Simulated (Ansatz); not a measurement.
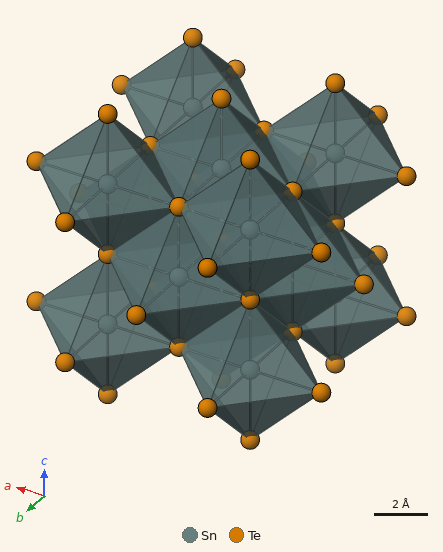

The starting point is solid SnTe (set up in Fm-3m). A polyhedral model of the conventional cell (4 times the calculation's cell), seen from a free direction. Lengths and directions refer to the drawn axes.

Theory: DFT PBEsol, scalar-relativistic, plane waves, PAW (Ansatz 0.2.0). (plane-wave cutoff 420 eV; k-point mesh 10 × 10 × 10; occupations gaussian; smearing width 0.01 eV; no spin polarisation)

Now this is done to it. All lengths are scaled by −1.0 % (volume −3.0 %), the atoms keeping their fractional coordinates. No relaxation follows.

> What is the effect?

The energy rises by 4.4 meV per atom. The pressure goes from 0.0 to 1.5 GPa. All forces vanish by symmetry. Some distances before and after: Sn–Te 3.144 → 3.112 Å. The space group stays Fm-3m (No. 225).
